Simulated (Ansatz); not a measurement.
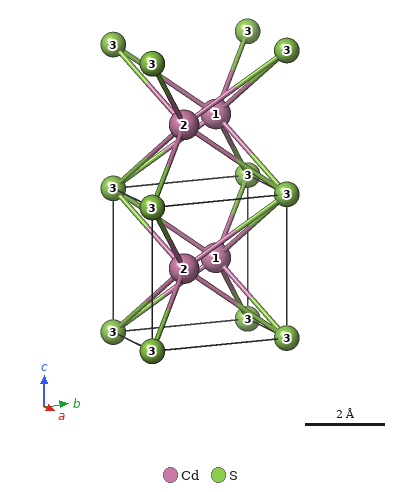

Figure 1. The input geometry (ball-and-stick view of the cell of the calculation, repeated 1 × 1 × 2, seen slightly off an axis; atoms are numbered from 1 in the order of the input).

**Single-point calculation, with input and output: Cd₂S**

Cd₂S (3 atoms in the cell), computed with DFT, r2SCAN, plane waves, norm-conserving potentials, no spin polarisation (Ansatz 0.2.0).

The structure was built on a prototype by a generator; it need not be a known phase. Figures and captions count atoms from 1; the log counts them from 0 in places.

**The input**
```yaml
crystal:
  lattice:
    - [4.6509089484, 0.0, 0.0]
    - [-2.3254544742, 4.0278053, 0.0]
    - [0.0, 0.0, 3.695896397]
  atoms:
    - { symbol: Cd, position: [0.3333333333, 0.6666666667, 0.5] }
    - { symbol: Cd, position: [0.6666666667, 0.3333333333, 0.5] }
    - { symbol: S, position: [0.0, 0.0, 0.0] }
basis:
  ecutwfc: 500
kpoints:
  mp_grid: { grid: [12, 12, 12] }
hamiltonian:
  xc: r2scan
  pseudopotentials: { kind: nc, accuracy: standard }
scf:
  occupations: { method: gaussian, width: 0.1 }
output:
  forces: true
  eigenvalues: true
  stress: true
```

Hardware: 1 thread of Intel Xeon (Sapphire Rapids), 192 GiB of memory available, shared host.

Run as:
```bash
ansatz run input.yaml --threads 1 --pin off --max-ram 2560MiB --backend cpu --events-out ev --progress --plain --runs-dir out
```

**What the program printed**
```
Warning: basis.ecutwfc = 500 eV is below the records' recommended 1387.780699 eV, and the density's cutoff is lower with it unless basis.ecutrho_ratio is high enough to keep the records' density cutoff: compare with a run at a higher cutoff
Warning: hamiltonian.xc reads the kinetic-energy density τ on the library's norm-conserving files, and those of Cd, S were made for PBE. This build holds files of Cd, S that were made for r²SCAN, which a deck under this functional can read where it names no table (hamiltonian.pseudopotentials.accuracy or source), types no xc_functional and has no exact exchange, max_exx_coeff or level of output.embedding that keeps them out. To compare such runs, type hamiltonian.pseudopotentials: {kind: paw, frozen_core: stored} on both or, where PAW refuses one, {kind: nc, accuracy: standard}
Engine: ansatz 0.2.0, x86_64-unknown-linux-gnu
Pseudopotentials: kind: nc
Pseudopotential: Cd, nc, valence charge 20, recommended cutoff 1387.780699 eV (normal), Cd.nc.azcp (PseudoDojo's, or run here from an input of PseudoDojo's; its table is named by hamiltonian.pseudopotentials.accuracy)
Pseudopotential: S, nc, valence charge 6, recommended cutoff 770 eV (normal), S.nc.azcp (PseudoDojo's, or run here from an input of PseudoDojo's; its table is named by hamiltonian.pseudopotentials.accuracy)
Functional definition: r2SCAN
  parameter k0 = 0.174
  parameter k1 = 0.065
  parameter a1 = 4.9479
  exchange = r2scan_x(k0 = k0, k1 = k1, a1 = a1)
  correlation = r2scan_c
Crystal: 3 atoms, lattice volume = 69.235 Å³
Basis set: ecut = 500 eV, 1783 PW (Γ), exchange–correlation on 144×144×108 points (64 copies of the dense FFT grid, shifted against one another)
Bands: 28, of which v1, the nominal top of the filled ones, is band 23 counted from 1 (22 counted from 0)
Symmetry: 24 space group operations
Space group: P6/mmm (ITA 191), of the structure as read, at distance tolerance 4.1e-5 Å
k-points: 133 of 1728
Non-local potential: Cd, projectors of the file, l = 0: 2, l = 1: 2, l = 2: 2
Non-local potential: S, projectors of the file, l = 0: 2, l = 1: 2, l = 2: 2
Initial density: superposition of atomic densities (chi_scale 0.1, normalization cell, long waves kept (reshape's long-wave potential 0.00 eV rms))
Initial wavefunctions: pseudopotential atomic-orbital guess
Functional: x = r2scan, c = r2scan; τ floored in thin density (d = 2e-4 eV/Å³)
SCF iter   1: F=—  HF=-9845.504978 eV  |F-HF|=—  |Δ(HF+E_count)|=         —  Δρ=2.36e-1  dr2=1.05e1  dr2_τ=1.34e2  ethr=3.10e-3  ⟨swp⟩=6.5  Hψ=17902  notcnv=0
preconditioner: auto → Kerker (q_TF=auto, 2.549 Å⁻¹)  [metal: Δε(μ)=0.011 eV  Ē_g=10.748 eV  σ=0.100 eV  W_gap=0.06  n_scr=20 (ndim 8)  ℏωp=24.4 eV  f_vac=0.002  D(μ)=1.34/eV (n_scr^D=8)]
SCF iter   2: F=—  HF=-9841.721935 eV  |F-HF|=—  |Δ(HF+E_count)|=    3.78e0  Δρ=1.03e-1  dr2=1.27e0  dr2_τ=4.23e0  ethr=3.10e-3  ⟨swp⟩=3.0  Hψ=8941  notcnv=0  defer=98
SCF iter   3: F=—  HF=-9841.799832 eV  |F-HF|=—  |Δ(HF+E_count)|=   7.79e-2  Δρ=2.23e-2  dr2=6.71e-2  dr2_τ=2.69e-1  ethr=2.75e-3  ⟨swp⟩=2.1  Hψ=8156  notcnv=0  defer=97
SCF iter   4: F=—  HF=-9841.867936 eV  |F-HF|=—  |Δ(HF+E_count)|=   6.81e-2  Δρ=2.82e-3  dr2=8.22e-3  dr2_τ=3.04e-3  ethr=1.46e-4  ⟨swp⟩=2.0  Hψ=7262  notcnv=0  defer=97
SCF iter   5: F=—  HF=-9841.868993 eV  |F-HF|=—  |Δ(HF+E_count)|=   1.06e-3  Δρ=1.11e-3  dr2=1.07e-3  dr2_τ=1.87e-4  ethr=1.79e-5  ⟨swp⟩=2.0  Hψ=5226  notcnv=0  defer=97
SCF iter   6: F=—  HF=-9841.869124 eV  |F-HF|=—  |Δ(HF+E_count)|=   1.31e-4  Δρ=3.47e-4  dr2=9.91e-5  dr2_τ=5.33e-5  ethr=2.33e-6  ⟨swp⟩=2.0  Hψ=5630  notcnv=0  defer=97
SCF iter   7: F=—  HF=-9841.869123 eV  |F-HF|=—  |Δ(HF+E_count)|=   9.61e-7  Δρ=9.75e-5  dr2=8.34e-6  dr2_τ=2.00e-6  ethr=2.15e-7  ⟨swp⟩=2.0  Hψ=5648  notcnv=0  defer=97
SCF iter   8: F=—  HF=-9841.869124 eV  |F-HF|=—  |Δ(HF+E_count)|=   1.59e-6  Δρ=2.94e-5  dr2=6.01e-7  dr2_τ=3.52e-7  ethr=1.81e-8  ⟨swp⟩=2.0  Hψ=6699  notcnv=0  defer=97
SCF iter   9: F=-9841.869124 eV  HF=-9841.869124 eV  |F-HF|=1.07e-9  |Δ(HF+E_count)|=   6.84e-8  Δρ=7.35e-6  dr2=1.93e-8  dr2_τ=1.95e-8  ethr=2.17e-10  ⟨swp⟩=11.8  Hψ=21122  notcnv=0
SCF 1 converged in 9 iterations: F = -9841.869124 eV  dr2 = 1.93e-8
```

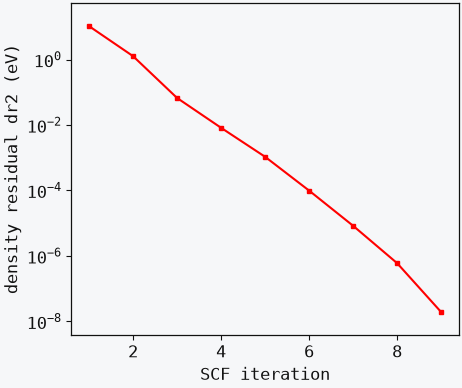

Figure 2. Convergence of the self-consistent field: density residual dr2 against the SCF iteration. The residual falls at every step.

```
SCF converged after 9 iterations
Free energy (F): -9841.869124 eV
Harris-Foulkes:  -9841.869124 eV  (|F-HF|=1.07e-9)
Internal energy: -9841.860516 eV  (E = F + TS)
E sigma→0 (E₀):  -9841.864820 eV
Entropy (-TS):   -0.008608 eV (-2.869 meV/atom)
Fermi energy:    10.620713 eV
--- Per-component energies (eV) ---
  E_band       = -1023.091279
  E_kinetic    = 3331.650893
  E_local      = -9681.671931  (includes V_loc(G=0)·N_el)
  E_nonlocal   = 298.887172
  E_hartree    = 3156.641332
  E_xc         = -1463.931188
  E_vxc        = -1380.569586  (∫ρ·V_xc dr)
  E_vtau       = 95.325689  (kinetic-family band-sum trace: ∫τ·v_τ [+ j·A + Jᵃ·Aᵃ] dr)
  E_ewald      = -5483.436794
  E_smearing   = -0.008608  (= −TS)
  E_closure    = -0.000000  (closes the sum)
  Σ components = -9841.869124   (vs F -9841.869124, Δ=0.00e0)
--- Forces (eV/Å), atoms counted from 1 ---
  atom   1  Cd     0.00000000     0.00000000     0.00000000
  atom   2  Cd     0.00000000    -0.00000000    -0.00000000
  atom   3  S      0.00000000    -0.00000000     0.00000000
  max |Σ_I F_I| component: 1.11e-16 eV/Å
--- Stress (GPa, compression-positive) ---
        0.076037      -0.000000       0.000000
       -0.000000       0.076037       0.000000
        0.000000       0.000000      -0.364986
  P = ⅓ Tr σ = -0.0710 GPa (-0.710 kbar)
--- Band table (eV; the first three rows and the last of 133) ---
  k-point 0: bands = ["-95.8030", "-95.4393", "-60.2487", "-60.2487", "-60.1789", "-60.1766", "-60.1766", "-60.1676", "-2.5962", "0.5408", "0.7112", "0.7112", "0.8071", "0.8071", "1.0123", "1.0123", "1.3426", "1.6894", "1.6894", "6.1152", "8.3100", "8.3100", "9.0955", "12.5132", "12.5132", "14.9586", "16.9790", "17.0366"]
  k-point 1: bands = ["-95.5144", "-95.4362", "-60.2442", "-60.2442", "-60.1809", "-60.1752", "-60.1752", "-60.1666", "-2.5630", "0.4620", "0.7694", "0.7694", "1.0232", "1.0232", "1.0995", "1.0995", "1.4448", "1.6621", "1.6621", "6.0606", "8.3529", "8.3529", "9.0643", "12.6035", "12.6035", "15.0108", "16.1727", "17.7898"]
  k-point 2: bands = ["-95.6493", "-95.4808", "-60.2450", "-60.2450", "-60.1802", "-60.1761", "-60.1761", "-60.1691", "-2.4679", "0.5640", "0.7250", "0.7250", "1.0034", "1.0034", "1.0156", "1.0156", "1.3688", "1.5922", "1.5922", "5.8559", "8.4296", "8.4296", "9.0466", "12.8509", "12.8509", "15.0845", "15.1129", "18.8152"]
  k-point 132: bands = ["-95.3655", "-95.3655", "-60.2497", "-60.2094", "-60.2094", "-60.1726", "-60.1726", "-60.1689", "-1.9942", "0.2308", "0.6931", "0.6931", "1.0552", "1.1400", "1.1400", "1.7066", "1.7066", "1.7577", "2.0755", "6.6068", "7.6482", "7.6482", "8.7033", "8.7033", "14.0889", "14.0889", "14.6626", "19.7319"]
```

**Results in brief**

| quantity | value |
| --- | --- |
| outcome | converged |
| space group (tolerance 0.01 Å) | P6/mmm (191) |
| electrons treated | 46 |
| free energy | −9841.8691 eV |
| Fermi energy | 10.621 eV |
| gap on the k-point mesh | none (metallic) |
| pressure | −0.07 GPa |
| largest force (length of the vector) | under 0.001 eV/Å |
| wall time | 22 s |
| peak memory | 0.57 GiB |

**Remarks**

Settings chosen away from the usual ones: hamiltonian.pseudopotentials set to {"kind": "nc", "accuracy": "standard"}. These settings are looser than, or depart from, a standard set-up, so the numbers are not reference values for this system. Notes on the run: the cutoff is below the recommended one.
